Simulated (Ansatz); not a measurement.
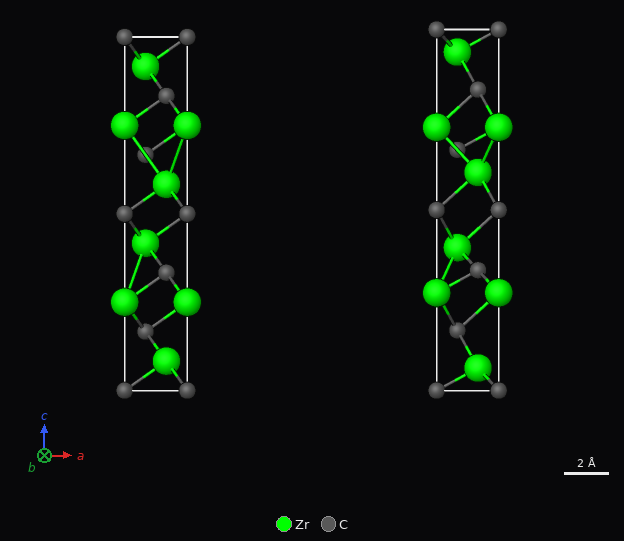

Two geometries of crystalline ZrC (a generated structure, set up in R-3m) (coarse preliminary run), drawn at one scale. One is the start of a relaxation, the other its converged end. A ball-and-stick model of the conventional cell (3 times the calculation's cell), seen along the b axis. Lengths and directions refer to the drawn axes.

Computed with DFT PBE, scalar-relativistic, plane waves, PAW (Ansatz). (plane-wave cutoff 420 eV; k-point mesh 6 × 6 × 6; occupations gaussian; smearing width 0.1 eV; no spin polarisation; cell and atoms relaxed; force threshold 0.04 eV/Å; at most 70 steps)

Which one is relaxed?

Answer. The left one is the relaxed one. The largest moves relative to the cell, 0.34 Å, are those of Zr atoms. C stays in place. Cell: a = b 3.301 → 3.332 Å (+0.9 %), c 16.633 → 16.288 Å (−2.1 %). Volume −0.2 %. Among the contacts that change: Zr–Zr 3.955 → 3.328 Å, Zr–Zr 2.821 → 3.326 Å, C–Zr 2.576 → 2.355 Å, C–Zr 2.171 → 2.354 Å. Among the angles between lasting bonds that change: Zr–C–Zr 100.3° → 89.9°, Zr–C–Zr 79.7° → 90.1°, Zr–C–Zr 81.0° → 89.9°. The space group (tolerance 0.01 Å) goes from R-3m (No. 166) to Fm-3m (No. 225). Over 3 accepted moves (4 points after the start) the energy falls by 912 meV per atom. Largest force component: 9.9 eV/Å at the start, 0.016 eV/Å at the end. Pressure: 22.99 GPa at the start and 0.14 GPa at the end. The SCF was repeated once at an unchanged geometry on a basis and grid sized afresh for the cell, which shifted the energy by less than 0.05 meV per atom at most. The run took 10 s on 1 thread of Arm Neoverse V2, with other jobs on the host, peak memory 0.33 GiB.
